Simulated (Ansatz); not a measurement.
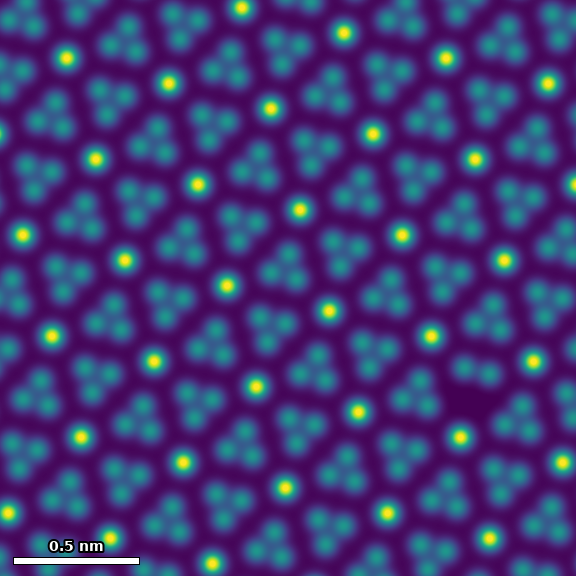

Z-contrast image of Al (Pm-3n, No. 223) along [111]. The image is simulated as a sum over atoms of Z^1.6, blurred by a 0.76 Å probe (no channelling). The probe carries 25 % of its weight in a tail 2.5 times as wide.

The sample is 1 repeat (9.0 Å) thick. One point defect was put into the perfect crystal, without relaxing the atoms around it. Brightness is counted from the darkest point of the image. Host structure: the geometry given to an electronic-structure calculation, possibly off equilibrium; the starting structure was generated, so it need not be a known form of this composition.

### Where is the defect (in Å from the left and the top edge), and what does its contrast suggest?

At about 19 Å from the left and 16 Å from the top. The column has all but vanished there, which points to a vacancy or a much lighter atom. The column holds 1 atom (Al) through the sample, and one Al atom is missing, so its peak vanishes.
